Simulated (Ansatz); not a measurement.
**A series of single points on Al**

System: Al (I4/mmm, 1 atom in the cell).
Method: DFT LDA, scalar-relativistic, plane waves, PAW, no spin polarisation (Ansatz 0.2.0).

The 5 runs differ only in the geometry, by a strain of the cell at fixed fractional positions. Against run 3, the strain is εxx = η and εyy = η. The structure derives from a Materials Project entry.

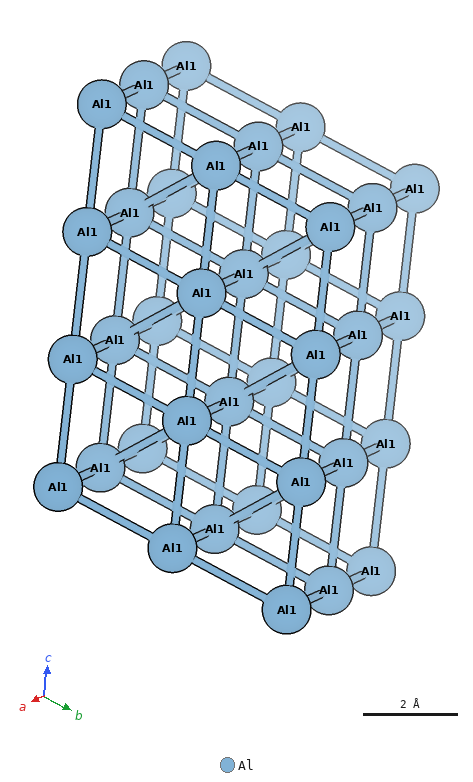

Figure 1. The structure of run 3 (ball-and-stick view of the cell of the calculation, repeated 2 × 2 × 3, seen slightly off an axis; atoms are numbered from 1 in the order of the input).

### Input of run 3
```yaml
crystal:
  lattice:
    - [-1.59121869, 1.59121869, 1.6309991572]
    - [1.59121869, -1.59121869, 1.6309991572]
    - [1.59121869, 1.59121869, -1.6309991572]
  atoms:
    - { symbol: Al, position: [0.0, 0.0, 0.0] }
basis:
  ecutwfc: 420
kpoints:
  mp_grid: { grid: [20, 20, 20] }
hamiltonian:
  xc: lda
scf:
  occupations: { method: gaussian, width: 0.15 }
output:
  forces: true
  stress: true
  eigenvalues: true
```

Lattice vectors (Å) and fractional positions of run 3:
```
  -1.591219    1.591219    1.630999
   1.591219   -1.591219    1.630999
   1.591219    1.591219   -1.630999
Al  0.000000  0.000000  0.000000
```

Run 2 differs from it as follows:
```diff
-    - [-1.59121869, 1.59121869, 1.6309991572]
-    - [1.59121869, -1.59121869, 1.6309991572]
-    - [1.59121869, 1.59121869, -1.6309991572]
+    - [-1.5514382228, 1.5514382228, 1.6309991572]
+    - [1.5514382228, -1.5514382228, 1.6309991572]
+    - [1.5514382228, 1.5514382228, -1.6309991572]
```

### Results, with one run withheld

```tsv
run	strain parameter η (%)	free energy per atom, from the lowest run given (meV)	pressure (GPa)
1	−5.0000	17.43	7.35
2	−2.5000	?	?
3	0.0000	0.00	−1.37
4	2.5000	15.97	−4.31
5	5.0000	45.29	−6.66
```

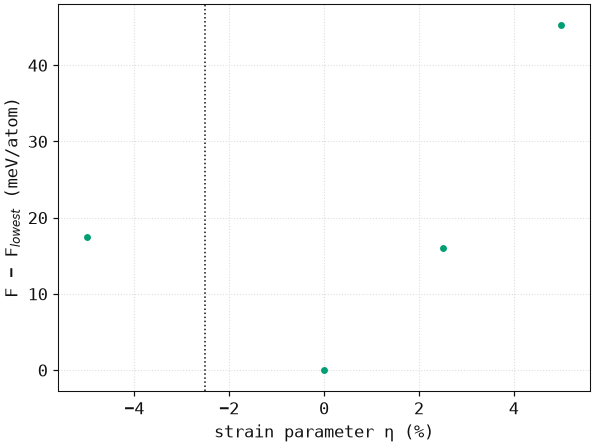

Figure 2. Free energy per atom of the runs given; the dotted line marks run 2.

Fit the runs given and predict run 2.

A quadratic polynomial in the coordinate, fitted to the 4 runs given, misses them by at most 0.68 meV per atom. With x = η − 0.6250, it reads F = 2.7542 + 4.3667 x + 1.2375 x² (meV per atom). At run 2 it gives 1.19 meV per atom, and the run itself gives −0.58. The fit has its minimum at η = −1.1393 %. So low a polynomial doesn't follow these energies more closely.

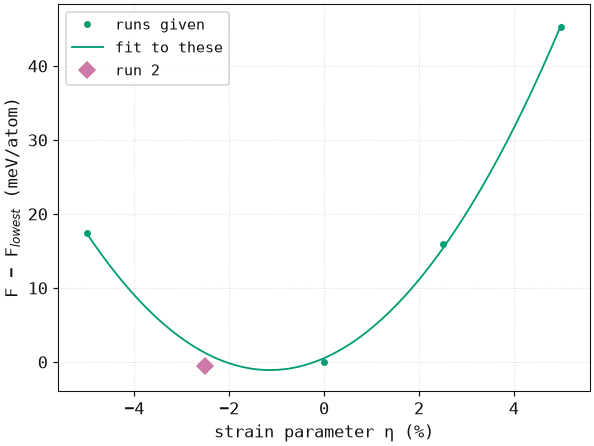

Figure 3. The fit and the withheld run.

### Output, shortened to warnings, some set-up lines, iterations and results (run 2)
```
Basis set: ecut = 420 eV, 321 PW (Γ)
Symmetry: 16 space group operations
k-points: 641 of 8000
Initial density: superposition of atomic densities (neutral atoms: chi_scale 0, normalization atom), corrected by the library's trained network
[...]
SCF iter   1: F=—  HF=-512.780421 eV  |F-HF|=—  |Δ(HF+E_count)|=         —  Δρ=3.07e-3  dr2=1.40e-3  ethr=1.77e-3  ⟨swp⟩=4.8  Hψ=34129  notcnv=0
SCF iter   2: F=—  HF=-512.779953 eV  |F-HF|=—  |Δ(HF+E_count)|=   4.68e-4  Δρ=1.38e-3  dr2=2.77e-4  ethr=4.65e-5  ⟨swp⟩=1.0  Hψ=8974  notcnv=0
SCF iter   3: F=—  HF=-512.779843 eV  |F-HF|=—  |Δ(HF+E_count)|=   1.10e-4  Δρ=3.12e-5  dr2=5.22e-8  ethr=9.22e-6  ⟨swp⟩=2.0  Hψ=4508  notcnv=0
SCF iter   4: F=—  HF=-512.779843 eV  |F-HF|=—  |Δ(HF+E_count)|=   1.71e-7  Δρ=4.20e-6  dr2=7.12e-10  ethr=1.74e-9  ⟨swp⟩=1.1  Hψ=3695  notcnv=0
SCF iter   5: F=-512.779843 eV  HF=-512.779843 eV  |F-HF|=1.14e-13  |Δ(HF+E_count)|=  9.23e-10  Δρ=8.04e-8  dr2=4.08e-13  ethr=2.37e-11  ⟨swp⟩=2.0  Hψ=4549  notcnv=0
SCF iter   6: F=-512.779843 eV  HF=-512.779843 eV  |F-HF|=1.14e-13  |Δ(HF+E_count)|=  2.27e-13  Δρ=4.16e-9  dr2=7.99e-16  ethr=1.00e-12  ⟨swp⟩=2.3  Hψ=12863  notcnv=0
SCF 1 converged in 6 iterations: F = -512.779843 eV  dr2 = 7.99e-16
SCF converged after 6 iterations
Free energy (F): -512.779843 eV
Harris-Foulkes:  -512.779843 eV  (|F-HF|=1.14e-13)
Internal energy: -512.774404 eV  (E = F + TS)
E sigma→0 (E₀):  -512.777124 eV
Entropy (-TS):   -0.005440 eV (-5.440 meV/atom)
Fermi energy:    8.251558 eV
--- Per-component energies (eV) ---
  E_band       = 11.223091
  E_kinetic    = 23.537046
  E_local      = 10.070130  (includes V_loc(G=0)·N_el)
  E_nonlocal   = 11.234104
  E_hartree    = 0.071692
  E_xc         = -39.664254
  E_vxc        = -29.695994  (∫ρ·V_xc dr)
  E_paw        = -443.338487  (= ΣΔE_a)
  E_vpaw       = -4.065575  (= ΣTr[D̂ρ^β])
  E_aug_tail   = -0.000004  (compensation charges beyond the density's cutoff)
  E_ewald      = -74.740347
  E_core_change = 0.055717  (= ΣΔE_core)
  E_smearing   = -0.005440  (= −TS)
  E_closure    = 0.000000  (closes the sum)
  Σ components = -512.779843   (vs F -512.779843, Δ=0.00e0)
--- Forces (eV/Å), atoms counted from 1 ---
  atom   1  Al    -0.00000000     0.00000000    -0.00000000
  max |Σ_I F_I| component: 1.23e-32 eV/Å
--- Stress (GPa, compression-positive) ---
        1.595620       0.000000       0.000000
        0.000000       1.595620       0.000000
        0.000000       0.000000       4.199369
  P = ⅓ Tr σ = 2.4635 GPa (24.635 kbar)
```
